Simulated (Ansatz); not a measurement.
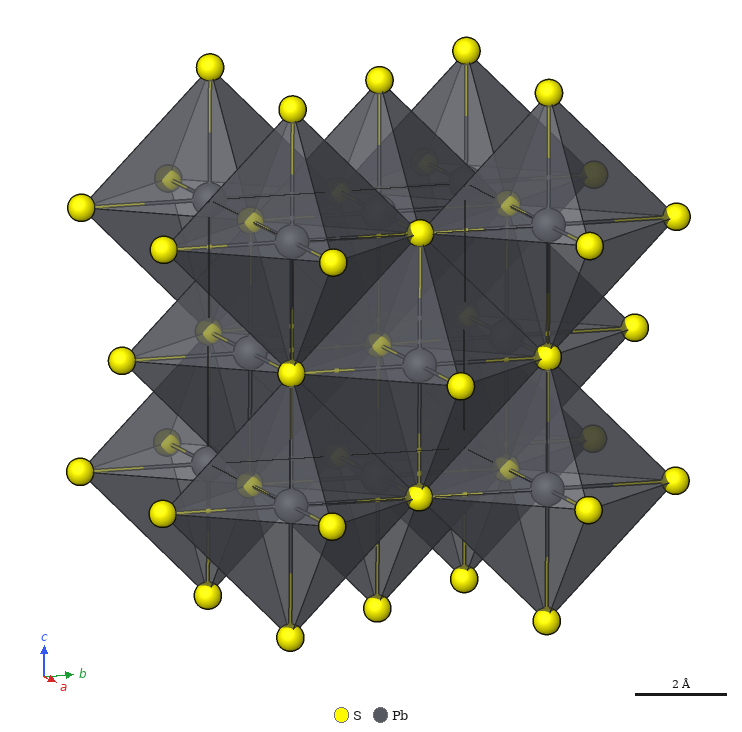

Structure drawing (polyhedral), viewed slightly off an axis. The frame is the drawn cell (a repeat of the simulation cell); atoms at its boundary are shown with their periodic copies. Some neighbours outside the box are added.

PbS, a = 5.955 Å, b = 5.955 Å, c = 5.955 Å, α = 89.23°, β = 89.23°, γ = 89.23°. Strictly the space group is R-3m (No. 166, within 0.01 Å). It is a distorted form of a face-centred cubic structure, space group Fm-3m (No. 225) within 0.25 Å: rock salt (NaCl type). The initial geometry was a structure type filled with these elements by a generator (whether the compound takes this form wasn't checked). The cell was then strained or its atoms displaced on purpose. It went into a calculation with Ansatz.

This one geometry was computed with Ansatz (DFT, plane waves, PAW) at three levels of theory: r2SCAN, PBE and HSE06. It was relaxed with r2SCAN and then strained.

How does the band gap change with the level of theory?

Answer. PBE: a gap of 0.28 eV, indirect; r2SCAN: a gap of 0.53 eV, indirect; HSE06: a gap of 0.70 eV, indirect.

Collect the results in a table.

Answer.
| level | cutoff (eV) | k-mesh of the run's cell | gap (eV) | pressure (GPa) |
| --- | --- | --- | --- | --- |
| r2SCAN | 500 | 8×8×8 | 0.53 | 0.6 |
| PBE | 420 | 8×8×8 | 0.28 | 1.5 |
| HSE06 | 420 | 6×6×6 | 0.70 | 0.4 |

Gaps are taken on the k-mesh or band path of each run.
